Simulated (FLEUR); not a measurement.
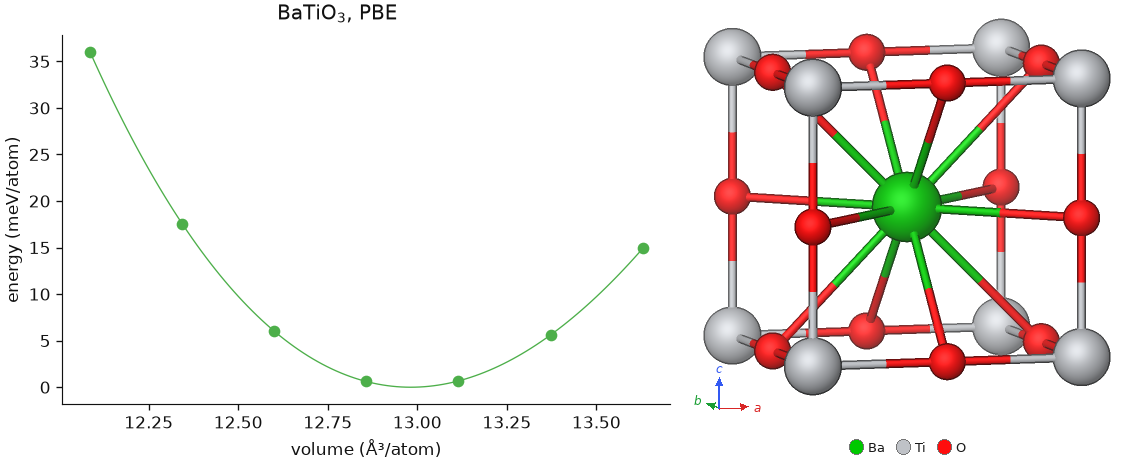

Calculation (FLEUR MaX-R8.1 (later development tree)): all-electron LAPW DFT, no spin polarisation; energies at scaled volumes of the given cell, shape and fractions fixed, counted from the fit's minimum, third-order Birch-Murnaghan fit. Level: PBE.

- k mesh: 7×7×7
- occupations: Fermi–Dirac
- smearing width: 0.05 eV
- potentials: all electron
- program settings: basis FLAPW, kmax 5.08 1/bohr

Cell as given: a = 4.006 Å, b = 4.006 Å, c = 4.006 Å, α = 90.00°, β = 90.00°, γ = 90.00°; 5 atoms.

**Figure.** Energy against volume for BaTiO₃, space group Pm-3m (No. 221). The conventional cell is drawn beside the plot.

A third-order Birch–Murnaghan fit gives V0 = 12.98 Å³/atom, B0 = 163 GPa and B′ = 4.8. The energy is 36.01 meV/atom at volume 12.09 Å³/atom and 14.93 meV/atom at 13.63 Å³/atom; the lowest computed point is at volume 12.86 Å³/atom (0.65 meV/atom).
